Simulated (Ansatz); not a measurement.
# Al (slab): what the fields show

Input file:

```
crystal:
  lattice:
    - [3.8677060746, 0.0, 0.0]
    - [0.0, 3.8677060746, 0.0]
    - [0.0, 0.0, 28.468189471]
  atoms:
    - { symbol: Al, position: [0.7361404956, 0.5, 0.580333457] }
    - { symbol: Al, position: [0.2349496532, 0.0, 0.5747430634] }
    - { symbol: Al, position: [0.2356769667, 0.5, 0.6509982354] }
    - { symbol: Al, position: [0.7350229586, 0.0, 0.6525540384] }
    - { symbol: Al, position: [0.7346480987, 0.5, 0.7258459602] }
    - { symbol: Al, position: [0.2345914723, 0.0, 0.725454872] }
basis:
  ecutwfc: 420
kpoints:
  mp_grid: { grid: [9, 9, 1] }
hamiltonian:
  xc: pbe
scf:
  occupations: { method: gaussian, width: 0.1 }
output:
  forces: true
  stress: true
  eigenvalues: true
  write_density: true
  write_potential: true
  elf: true
  volumetric_format: npy
efield:
  axis: 3
  dipole_correction: true
  ramp_width: 0.04
```

Launched as:

```sh
ansatz run input.yaml --threads 4 --pin off --max-ram 10240MiB --backend cpu --events-out ev --progress --plain --runs-dir out
```

Computed with DFT PBE, scalar-relativistic, plane waves, PAW in Ansatz 0.2.0.

The density is the valence pseudo-density of a PAW calculation; it isn't the true density close to the nuclei.

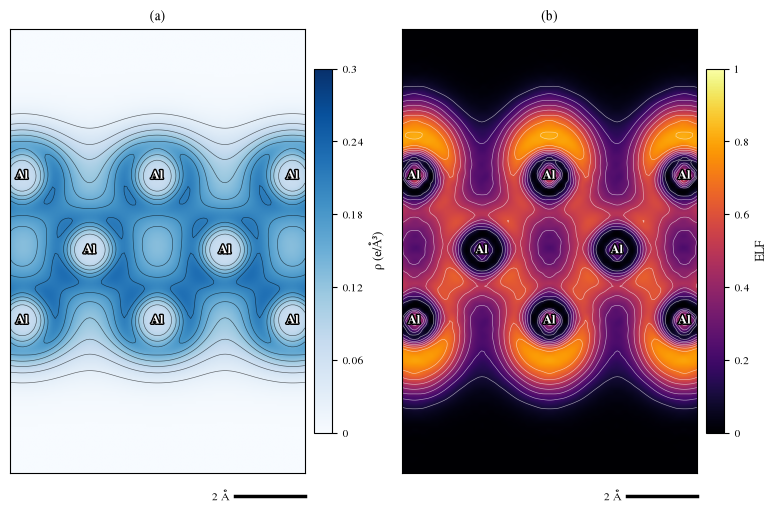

Figure 1. (a) valence pseudo-density; (b) electron localisation function on the (010) plane of the calculation cell, a cut from vacuum to vacuum.

**Interpret the plot.**

The plane passes through Al nuclei. Al–Al (2.79 Å): the density is about 0.22 e/Å³ at the midpoint; the ELF peaks at about 0.65 between the atoms. Al–Al (2.87 Å): ρ is about 0.2 e/Å³ halfway; the ELF peaks at about 0.60 between the atoms. The density dies away to nearly zero in the vacuum.

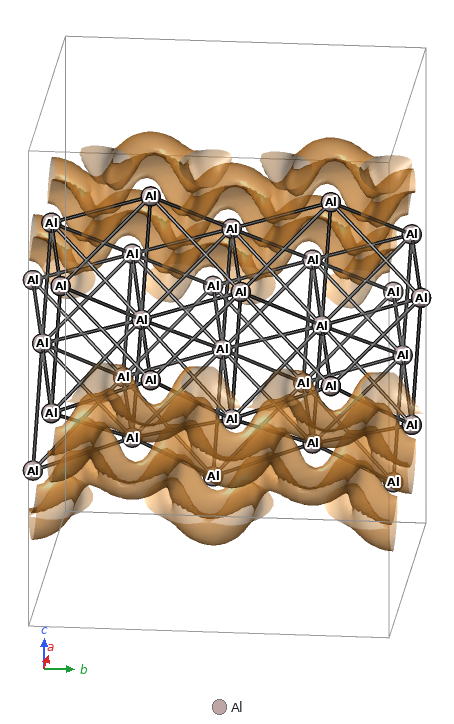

Figure 2. Isosurface of the ELF at 0.75 (orange), seen at an oblique angle. Only the valence region is drawn (cores and ρ < 0.01 e/Å³ removed). Sticks mark near contacts.

**Identify the bonds, lone pairs and shells in this picture.**

The surface consists of sheets that run through the cell in two directions, counted in one cell of 6 atoms. Counts are for one cell; the picture repeats the cell along the surface. There are no localised bonds or lone pairs at this value. Profiles from the grid: Al–Al (2.73 Å): the ELF peaks at about 0.70 between the atoms.

**Does the calculation give a band gap?**

It is metallic or semimetallic at this level of theory: no gap opens.
